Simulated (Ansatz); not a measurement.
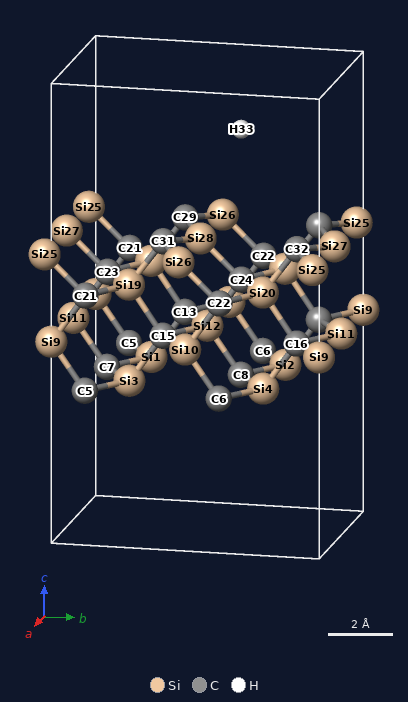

The input geometry (ball-and-stick view of the cell of the calculation, with the vacuum cut short, seen slightly off an axis; atoms are numbered from 1 in the order of the input). An atom can appear more than once, as a periodic image.

**Single-point calculation, with input and output: C$_{16}$HSi$_{16}$ (part 1 of 2)**

- system: C$_{16}$HSi$_{16}$ (slab, 33 atoms in the cell)
- method: DFT PBE+D3(BJ), scalar-relativistic, plane waves, PAW, PAW set soft_1, spin-polarised (Ansatz 0.2.0)

The structure derives from an entry of the Crystallography Open Database. Figures and captions count atoms from 1; the log counts them from 0 in places.

**The input**
```yaml
crystal:
  lattice:
    - [6.1500408254, 0.0, 0.0]
    - [0.0, 8.6974711445, 0.0]
    - [0.0, 0.0, 22.0240399528]
  atoms:
    - { symbol: Si, position: [0.25, 0.25, 0.1816197214] }
    - { symbol: Si, position: [0.25, 0.75, 0.1816197214] }
    - { symbol: Si, position: [0.75, 0.25, 0.1816197214] }
    - { symbol: Si, position: [0.75, 0.75, 0.1816197214] }
    - { symbol: C, position: [0.0, 0.125, 0.1816197214] }
    - { symbol: C, position: [0.0, 0.625, 0.1816197214] }
    - { symbol: C, position: [0.5, 0.125, 0.1816197214] }
    - { symbol: C, position: [0.5, 0.625, 0.1816197214] }
    - { symbol: Si, position: [0.0, 0.0, 0.2514302652] }
    - { symbol: Si, position: [0.0, 0.5, 0.2514302652] }
    - { symbol: Si, position: [0.5, 0.0, 0.2514302652] }
    - { symbol: Si, position: [0.5, 0.5, 0.2514302652] }
    - { symbol: C, position: [0.25, 0.375, 0.2514302652] }
    - { symbol: C, position: [0.25, 0.875, 0.2514302652] }
    - { symbol: C, position: [0.75, 0.375, 0.2514302652] }
    - { symbol: C, position: [0.75, 0.875, 0.2514302652] }
    - { symbol: Si, position: [0.25, 0.2487676401, 0.3241346089] }
    - { symbol: Si, position: [0.25, 0.7487676401, 0.3241346089] }
    - { symbol: Si, position: [0.75, 0.2487676401, 0.3241346089] }
    - { symbol: Si, position: [0.75, 0.7487676401, 0.3241346089] }
    - { symbol: C, position: [0.0, 0.1276672686, 0.3228359847] }
    - { symbol: C, position: [0.0, 0.6276672686, 0.3228359847] }
    - { symbol: C, position: [0.5, 0.1276672686, 0.3228359847] }
    - { symbol: C, position: [0.5, 0.6276672686, 0.3228359847] }
    - { symbol: Si, position: [0.0, 0.9750565934, 0.3803269229] }
    - { symbol: Si, position: [0.0, 0.4750565934, 0.3803269229] }
    - { symbol: Si, position: [0.5, 0.9750565934, 0.3803269229] }
    - { symbol: Si, position: [0.5, 0.4750565934, 0.3803269229] }
    - { symbol: C, position: [0.25, 0.3762727029, 0.3915739334] }
    - { symbol: C, position: [0.25, 0.8762727029, 0.3915739334] }
    - { symbol: C, position: [0.75, 0.3762727029, 0.3915739334] }
    - { symbol: C, position: [0.75, 0.8762727029, 0.3915739334] }
    - { symbol: H, position: [0.5, 0.6262727029, 0.5459506965], spin: 1.0 }
basis:
  ecutwfc: 420
kpoints:
  mp_grid: { grid: [5, 3, 1] }
hamiltonian:
  xc: pbe
  pseudopotentials: { kind: paw, azcp: { folder: soft_1 } }
  dispersion: d3bj
scf:
  occupations: { method: gaussian, width: 0.05 }
output:
  forces: true
  eigenvalues: true
  populations: true
  write_density: true
  write_potential: true
  elf: true
  volumetric_format: npy
magnetization:
  spin_polarized: true
efield:
  axis: 3
  dipole_correction: true
  ramp_width: 0.04
```

Machine: 4 threads of Arm Neoverse V1, 24 GiB of memory available, shared host.

Run as:
```bash
ansatz run input.yaml --threads 4 --pin off --max-ram 12288MiB --backend cpu --events-out ev --progress --plain --runs-dir out
```

**Output**
```
Engine: ansatz 0.2.0, aarch64-unknown-linux-gnu
Pseudopotentials: kind: paw
Pseudopotential: Si, paw, valence charge 4, recommended cutoff 420 eV (normal), [file]
Pseudopotential: C, paw, valence charge 4, recommended cutoff 420 eV (normal), [file]
Pseudopotential: H, paw, valence charge 1, recommended cutoff 420 eV (normal), [file]
Functional definition: PBE
  parameter kappa = 0.804
  parameter beta = 0.06672455060314922
  exchange = pbe_x(kappa = kappa, mu = beta*pi^2/3)
  correlation = pbe_c(beta = beta)
Crystal: 33 atoms, lattice volume = 1178.062 Å³
Basis set: ecut = 420 eV, 23025 PW (Γ), exchange–correlation on 90×120×300 points (8 copies of the dense FFT grid, shifted against one another)
Bands: 98, of which v1, the nominal top of the filled ones, is band 65 counted from 1 (64 counted from 0)
Symmetry: 2 space group operations
k-points: 6 of 15 (time reversal used)
Non-local potential: Si, projectors of the file, l = 0: 2, l = 1: 2, l = 2: 1
Non-local potential: C, projectors of the file, l = 0: 2, l = 1: 2, l = 2: 1
Non-local potential: H, projectors of the file, l = 0: 2, l = 1: 1
PAW form: soft (Blöchl's): semilocal exchange-correlation on the pseudo side does not see the compensation charge
PAW one-centre angular grid: Si, 110 points (default); XC on 64 Gauss nodes
PAW one-centre angular grid: C, 110 points (default); XC on 64 Gauss nodes
PAW one-centre angular grid: H, 110 points (default); XC on 64 Gauss nodes
Starting moments: Σ|m| = 1 μB on 1 of 33 sites
Initial wavefunctions: pseudopotential atomic-orbital guess
Functional: x = pbe(κ = 0.804, μ = 0.2195149727645171), c = pbe(β = 0.06672455060314922)
SCF iter   1: F=—  HF=-14230.515295 eV  |F-HF|=—  |Δ(HF+E_count)|=         —  Δρ=4.27e-2 (↑4.27e-2 ↓4.27e-2)  dr2=1.28e2  dr2_m=7.65e-3  M=1.000 μB ∫|m|=1.026 μB  β_m=1.00  ethr=3.10e-3  p=-0.000 e·Å  D=-3.44e-8 V/Å  ΔV_dip=0.00 eV  dr2_dipole=3.33e-1  V_vac-E_F(+/−)=7.59/7.59 eV  ⟨swp⟩=8.3  Hψ=7007  notcnv=0  defer=155
efield: sawtooth ramp at fractional position 0.8438 (placed from the atoms, in the widest stretch of the axis that holds none; the zero of the levels goes with the place), width 0.0400; the density the first Hamiltonian is built on has a dipole p = -0.000 e·Å; the dipole correction subtracts the counter field D = -3.44e-8 V/Å, which shifts the + side's vacuum level by +0.00 eV against the − side's; the planar-averaged density in the ramp window peaks in size at 4.5e-7 e/Å³
preconditioner: auto → Resta (q_TF=auto, 1.887 Å⁻¹)  ε∞=2.1  [insulator: Δε(μ)=0.626 eV  Ē_g=11.861 eV  σ=0.050 eV  W_gap=1.00  n_scr=134 (ndim 8)  ℏωp=12.3 eV  f_vac=0.583  D(μ)=0.00/eV (n_scr^D=0)  ε∞_Penn≈2.1  vacuum switching on, ρ_ref=1.0e-2 e/Å³]
spin=Collinear: Resta preconditioning applied to the charge; magnetization (m = ρ↑ − ρ↓) channel mixes plain (no charge-response kernel on spin).
SCF iter   2: F=—  HF=-14198.422892 eV  |F-HF|=—  |Δ(HF+E_count)|=    3.21e1  Δρ=1.75e-2 (↑1.75e-2 ↓1.75e-2)  dr2=1.99e1  dr2_m=2.35e-3  M=1.000 μB ∫|m|=1.012 μB  β_m=1.00  ethr=3.10e-3  p=-0.320 e·Å  D=-4.91e-2 V/Å  ΔV_dip=1.08 eV  dr2_dipole=8.50e-2  V_vac-E_F(+/−)=7.15/6.07 eV  ⟨swp⟩=5.9  Hψ=3087  notcnv=0  defer=336  κ⁻¹=1.0e0(r=1)
SCF iter   3: F=—  HF=-14193.557164 eV  |F-HF|=—  |Δ(HF+E_count)|=    4.87e0  Δρ=8.22e-3 (↑8.22e-3 ↓8.20e-3)  dr2=2.21e0  dr2_m=9.10e-4  M=1.000 μB ∫|m|=1.015 μB  β_m=1.00  ethr=3.10e-3  p=-0.087 e·Å  D=-1.33e-2 V/Å  ΔV_dip=0.29 eV  dr2_dipole=6.06e-3  V_vac-E_F(+/−)=5.46/5.17 eV  ⟨swp⟩=4.2  Hψ=2212  notcnv=0  defer=321  κ⁻¹=4.2e-2(r=2)
SCF iter   4: F=—  HF=-14193.278981 eV  |F-HF|=—  |Δ(HF+E_count)|=   2.78e-1  Δρ=5.26e-3 (↑5.26e-3 ↓5.23e-3)  dr2=9.66e-1  dr2_m=3.91e-4  M=1.000 μB ∫|m|=1.018 μB  β_m=1.00  ethr=1.71e-3  p=-0.128 e·Å  D=-1.96e-2 V/Å  ΔV_dip=0.43 eV  dr2_dipole=7.59e-2  V_vac-E_F(+/−)=5.52/5.09 eV  ⟨swp⟩=2.6  Hψ=1434  notcnv=0  defer=320  κ⁻¹=1.3e-2(r=3)
SCF iter   5: F=—  HF=-14193.192850 eV  |F-HF|=—  |Δ(HF+E_count)|=   8.61e-2  Δρ=2.09e-3 (↑2.09e-3 ↓2.09e-3)  dr2=4.26e-1  dr2_m=5.50e-5  M=1.000 μB ∫|m|=1.017 μB  β_m=1.00  ethr=7.49e-4  p=0.055 e·Å  D=8.50e-3 V/Å  ΔV_dip=-0.19 eV  dr2_dipole=1.04e-1  V_vac-E_F(+/−)=4.97/5.16 eV  ⟨swp⟩=3.4  Hψ=1454  notcnv=0  defer=319  κ⁻¹=4.1e-3(r=4)
SCF iter   6: F=—  HF=-14193.158551 eV  |F-HF|=—  |Δ(HF+E_count)|=   3.43e-2  Δρ=1.27e-3 (↑1.27e-3 ↓1.27e-3)  dr2=4.59e-2  dr2_m=1.73e-5  M=1.000 μB ∫|m|=1.015 μB  β_m=1.20  ethr=3.30e-4  p=-0.026 e·Å  D=-3.94e-3 V/Å  ΔV_dip=0.09 eV  dr2_dipole=3.24e-4  V_vac-E_F(+/−)=5.07/4.98 eV  ⟨swp⟩=2.6  Hψ=1176  notcnv=0  defer=319
Mixer restart at iter 6: flushing history
spin-set hold released at iteration 6 (site moments contracting): the magnetisation degrees of freedom join the quasi-Newton model from the next iteration; the mixer history was flushed
SCF iter   7: F=—  HF=-14193.160098 eV  |F-HF|=—  |Δ(HF+E_count)|=   1.55e-3  Δρ=8.65e-4 (↑8.65e-4 ↓8.64e-4)  dr2=2.17e-2  dr2_m=7.17e-7  M=1.000 μB ∫|m|=1.014 μB  β_m=1.20  ethr=3.56e-5  p=-0.036 e·Å  D=-5.52e-3 V/Å  ΔV_dip=0.12 eV  dr2_dipole=2.80e-4  V_vac-E_F(+/−)=5.08/4.95 eV  ⟨swp⟩=2.4  Hψ=1502  notcnv=0  defer=319  κ⁻¹=1.0e0(r=1)
density mixer auto → broyden: gapped, with many states about μ (density of states about μ 0.62 of a free-electron gas's, 134 screened modes)
SCF iter   8: F=—  HF=-14193.163831 eV  |F-HF|=—  |Δ(HF+E_count)|=   3.73e-3  Δρ=4.32e-4 (↑4.30e-4 ↓4.32e-4)  dr2=1.16e-2  dr2_m=2.61e-7  M=1.000 μB ∫|m|=1.015 μB  β_m=1.20  ethr=1.68e-5  p=-0.021 e·Å  D=-3.17e-3 V/Å  ΔV_dip=0.07 eV  dr2_dipole=1.93e-3  V_vac-E_F(+/−)=5.02/4.95 eV  ⟨swp⟩=2.3  Hψ=1407  notcnv=0  defer=319  κ⁻¹=4.4e-1(r=2)
SCF iter   9: F=—  HF=-14193.164933 eV  |F-HF|=—  |Δ(HF+E_count)|=   1.10e-3  Δρ=1.81e-4 (↑1.81e-4 ↓1.81e-4)  dr2=1.50e-3  dr2_m=2.33e-7  M=1.000 μB ∫|m|=1.015 μB  β_m=1.20  ethr=8.98e-6  p=-0.032 e·Å  D=-4.98e-3 V/Å  ΔV_dip=0.11 eV  dr2_dipole=4.49e-5  V_vac-E_F(+/−)=5.04/4.93 eV  ⟨swp⟩=2.0  Hψ=1078  notcnv=0  defer=319  κ⁻¹=2.6e-2(r=3)
SCF iter  10: F=—  HF=-14193.165556 eV  |F-HF|=—  |Δ(HF+E_count)|=   6.23e-4  Δρ=5.18e-5 (↑5.17e-5 ↓5.18e-5)  dr2=1.43e-4  dr2_m=9.71e-8  M=1.000 μB ∫|m|=1.015 μB  β_m=1.20  ethr=1.16e-6  p=-0.029 e·Å  D=-4.51e-3 V/Å  ΔV_dip=0.10 eV  dr2_dipole=7.88e-6  V_vac-E_F(+/−)=5.03/4.93 eV  ⟨swp⟩=2.8  Hψ=1714  notcnv=0  defer=319  κ⁻¹=5.5e-3(r=4)
SCF iter  11: F=—  HF=-14193.165705 eV  |F-HF|=—  |Δ(HF+E_count)|=   1.49e-4  Δρ=2.65e-5 (↑2.63e-5 ↓2.65e-5)  dr2=2.50e-5  dr2_m=1.44e-8  M=1.000 μB ∫|m|=1.015 μB  β_m=1.20  ethr=1.11e-7  p=-0.028 e·Å  D=-4.27e-3 V/Å  ΔV_dip=0.09 eV  dr2_dipole=6.00e-7  V_vac-E_F(+/−)=5.02/4.93 eV  ⟨swp⟩=3.1  Hψ=1848  notcnv=0  defer=319  κ⁻¹=4.2e-4(r=5)
SCF iter  12: F=—  HF=-14193.165549 eV  |F-HF|=—  |Δ(HF+E_count)|=   1.55e-4  Δρ=1.11e-5 (↑1.11e-5 ↓1.11e-5)  dr2=4.20e-6  dr2_m=1.53e-8  M=1.000 μB ∫|m|=1.015 μB  β_m=1.20  ethr=1.94e-8  p=-0.028 e·Å  D=-4.31e-3 V/Å  ΔV_dip=0.10 eV  dr2_dipole=2.66e-7  V_vac-E_F(+/−)=5.02/4.92 eV  ⟨swp⟩=2.5  Hψ=1739  notcnv=0  defer=319  κ⁻¹=6.3e-5(r=6)
SCF iter  13: F=—  HF=-14193.165571 eV  |F-HF|=—  |Δ(HF+E_count)|=   2.16e-5  Δρ=4.96e-6 (↑4.96e-6 ↓4.96e-6)  dr2=8.83e-7  dr2_m=1.69e-9  M=1.000 μB ∫|m|=1.015 μB  β_m=1.20  ethr=3.26e-9  p=-0.028 e·Å  D=-4.29e-3 V/Å  ΔV_dip=0.09 eV  dr2_dipole=5.67e-9  V_vac-E_F(+/−)=5.02/4.92 eV  ⟨swp⟩=2.4  Hψ=1516  notcnv=0  defer=319  κ⁻¹=1.8e-5(r=7)
SCF iter  14: F=—  HF=-14193.165572 eV  |F-HF|=—  |Δ(HF+E_count)|=   1.18e-6  Δρ=1.40e-6 (↑1.40e-6 ↓1.38e-6)  dr2=1.09e-7  dr2_m=4.39e-10  M=1.000 μB ∫|m|=1.015 μB  β_m=1.20  ethr=6.85e-10  p=-0.028 e·Å  D=-4.29e-3 V/Å  ΔV_dip=0.09 eV  dr2_dipole=6.04e-9  V_vac-E_F(+/−)=5.02/4.92 eV  ⟨swp⟩=2.5  Hψ=1655  notcnv=0  defer=319  κ⁻¹=7.5e-6(r=8)
SCF iter  15: F=-14193.165573 eV  HF=-14193.165572 eV  |F-HF|=3.29e-7  |Δ(HF+E_count)|=   4.07e-7  Δρ=6.39e-7 (↑6.33e-7 ↓6.39e-7)  dr2=1.92e-8  dr2_m=4.06e-11  M=1.000 μB ∫|m|=1.015 μB  ethr=7.75e-11  p=-0.028 e·Å  D=-4.29e-3 V/Å  ΔV_dip=0.09 eV  dr2_dipole=6.68e-10  V_vac-E_F(+/−)=5.02/4.92 eV  ⟨swp⟩=43.7  Hψ=16324  notcnv=0
SCF 1 converged in 15 iterations: F = -14193.165573 eV  dr2 = 1.92e-8
  greatest PAW one-centre occupation: 0.663 electrons in one spin orbital (limit 2), on the C atom at site 30 (counted from 0), in its partial waves of l = 0
```

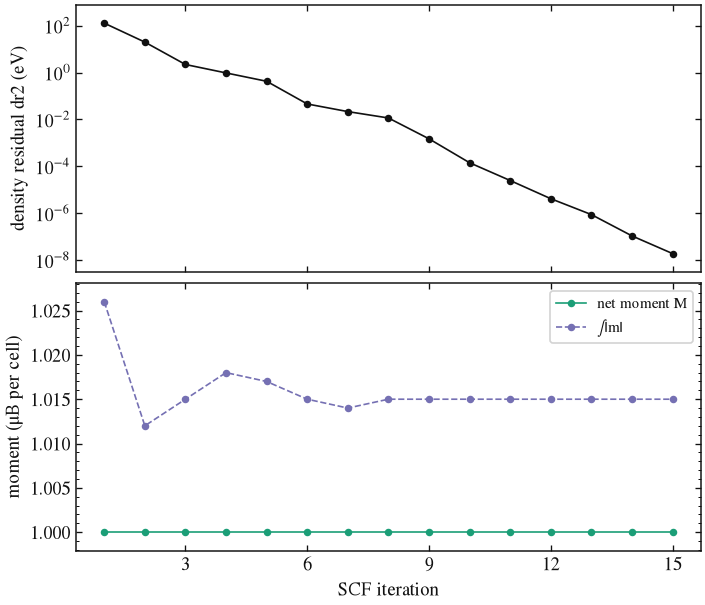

Convergence of the self-consistent field: density residual dr2 and magnetic moment against the SCF iteration. The residual falls at every step. The net moment stays at 1.0 μB per cell.

```
WARN: The output density's exchange-correlation potential varies sharply where the density is thin. Do not read a vacuum level from v_tot or v_xc, or from such a field of the output density. On a cell that repeats whose density bears no net charge and no dipole along the vacuum's axis use v_es (v_loc + v_h of the components); under efield.dipole_correction with no amplitude use v_es + v_field, which holds any external_charges[].barrier, or the levels of the report's work_function block, which leave it out; under a non-zero efield.amplitude the vacuum is tilted and has no level; on a cell that repeats and bears such a dipole with no correction it is tilted too, and efield.dipole_correction with no amplitude gives each side of its ramp a level where efield: is served; in a cell that repeats whose density bears a net charge (total_charge, or a fill off its count) it is curved and has none; of a slab under crystal.periodic whose density bears no net charge use v_es, which has a level on each side, short of where the two are joined; of another it falls or rises all the way out and has none; of a slab beside external_charges read slab_vacuum_level instead, which it has where they leave it neutral. The grid or the basis barely resolves most such structure, and the values can differ between equally converged runs; as a rule a tighter scf.convergence.dr2_threshold does not remove it. Where the density itself ripples (under the LDA too) a higher basis.ecutwfc lessens it. The files hold the spikes' plane waves up to the density's cutoff. Files: v_tot_of_output_density and the like, and their columns of v_z.tsv (output.write_potential); v_xc_of_output_density and the like, and their columns of v_comp_z.tsv (output.write_potential_components). Measured: with its Gaussian average of σ = 0.25 Å subtracted twice, the exchange-correlation potential is over 0.1 eV at 2787 of the grid points where the equally averaged density (valence and model cores) is under 1e-3 e/Å³, and 1.90 eV at the most among them, at an averaged density of 1.5e-4 e/Å³. The input density's (outcome.potential() and, of a run that writes arrays, v_tot and v_xc) is over 0.1 eV, so measured, at 2577 points of its own thin density, 1.90 eV at the most. See output.write_potential in the manual, Limitations
this state was not tested for a lower state beside it, because the mixer in use, unlike msr1, does not test its closes by its own steps (another_mixer; see scf.mixing.algorithm and scf.lower_state_search)
SCF converged after 15 iterations
Magnetization: 1.0000 μB (65.0000 up, 64.0000 down)
Absolute magnetization: 1.0152 μB (∫|ρ↑−ρ↓|, with the PAW one-centre terms)
Spin contamination: 0.0001 ħ² per cell (⟨S²⟩ above its minimum at these occupations)
Per-site moments (μB) at R_I (Å): [(-2.987345446037957e-7, 0.7767613175344256), (-9.731915433864577e-6, 0.7767613175344256), (-2.987345446024047e-7, 0.7767613175344256), (-9.731915433860379e-6, 0.7767613175344256), (6.65275415177492e-5, 0.7767613175344256), (0.0002791438001848925, 0.7767613175344256), (0.00026042969127467467, 0.7767613175344256), (0.00017586624927105196, 0.7767613175344256), (2.7358203984848254e-6, 0.7767613175344256), (1.1113044840448454e-5, 0.7767613175344256), (1.0807105973489077e-5, 0.7767613175344256), (-2.2362991656533575e-5, 0.7767613175344256), (6.817660785473963e-5, 0.7767613175344256), (8.288384911832989e-5, 0.7767613175344256), (6.817660785474604e-5, 0.7767613175344256), (8.288384911833768e-5, 0.7767613175344256), (9.497949136429708e-5, 0.7646167520288787), (6.890285293549507e-6, 0.764616752028879), (9.497949136429677e-5, 0.7646167520288787), (6.890285293564419e-6, 0.764616752028879), (0.00012206982627951763, 0.756689115815276), (7.05925914099432e-5, 0.756689115815276), (9.759402008994943e-5, 0.756689115815276), (0.0001528206496328791, 0.756689115815276), (2.8721694498426777e-5, 0.7336783445209041), (-1.4822831102816762e-5, 0.7336783445209043), (3.0818960096987815e-5, 0.7336783445209043), (-0.00020548223749042082, 0.7336783445209044), (0.00085211610481874, 0.7336783445209044), (0.0008307314434008078, 0.7336783445209043), (0.0008521161048187452, 0.7336783445209043), (0.000830731443400804, 0.7336783445209041), (0.946137252791857, 1.5994946948995594)]
Free energy (F): -14193.165573 eV
Harris-Foulkes:  -14193.165572 eV  (|F-HF|=3.29e-7)
Internal energy: -14193.165573 eV  (E = F + TS)
```
